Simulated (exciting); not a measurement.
Input file:

```
<input>
  <title>Al</title>
  <structure speciespath="./" tshift="false">
    <crystal scale="1">
      <basevect>-3.006967528486 3.006967528486 3.006967528486</basevect>
      <basevect>3.006967528486 -3.006967528486 3.006967528486</basevect>
      <basevect>3.006967528486 3.006967528486 -3.006967528486</basevect>
    </crystal>
    <species speciesfile="Al.xml" rmt="2">
      <atom coord="0.000000000000 0.000000000000 0.000000000000"/>
    </species>
  </structure>
  <groundstate do="fromscratch" ngridk="12 12 12" rgkmax="7.5" gmaxvr="14" lmaxapw="10" lmaxmat="10" lmaxvr="8" xctype="GGA_PBE_SOL" stype="Fermi Dirac" swidth="0.00183747" nempty="8" ValenceRelativity="iora*" epsengy="1e-05" epspot="1e-05" maxscl="60" tforce="true" outputlevel="normal"/>
  <properties>
    <chargedensityplot>
      <plot3d>
        <box grid="14 14 14">
          <origin coord="0 0 0"/>
          <point coord="1 0 0"/>
          <point coord="0 1 0"/>
          <point coord="0 0 1"/>
        </box>
      </plot3d>
    </chargedensityplot>
    <elfplot>
      <plot3d>
        <box grid="14 14 14">
          <origin coord="0 0 0"/>
          <point coord="1 0 0"/>
          <point coord="0 1 0"/>
          <point coord="0 0 1"/>
        </box>
      </plot3d>
    </elfplot>
    <exccplot>
      <plot3d>
        <box grid="14 14 14">
          <origin coord="0 0 0"/>
          <point coord="1 0 0"/>
          <point coord="0 1 0"/>
          <point coord="0 0 1"/>
        </box>
      </plot3d>
    </exccplot>
  </properties>
</input>
```

Run with:

```sh
OMP_NUM_THREADS=1 exciting_smp
```

Below, planes, directions and counts refer to the conventional cell (a = 3.18 Å, b = 3.18 Å, c = 3.18 Å, α = 90.00°, β = 90.00°, γ = 90.00°).

Space group Im-3m; a structure from a database of computed crystals, not necessarily the ambient phase.

The calculation used Kohn-Sham DFT of a periodic cell, PBEsol, all-electron LAPW+lo, shipped species files in exciting.

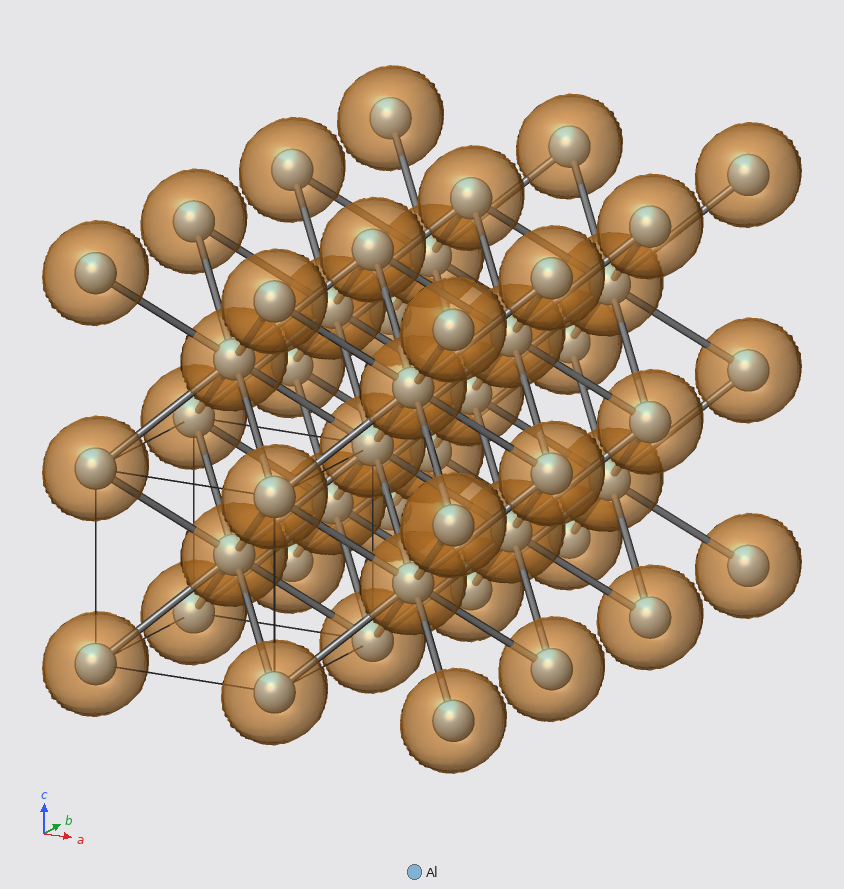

Al. Isosurface of the electron density at 0.3 e/Å³ (orange), seen at an oblique angle. Sticks mark near contacts.

The calculation treats all electrons.

Q: How is the density connected at this value?

A: At this value the density breaks into separate islands. It bridges none of the near contacts. It is pinched off along the sampled Al–Al (2.76 Å) contacts. On the grid the lowest density along these lines, outside the cores, is 0.22 e/Å³ (Al–Al, 2.76 Å).
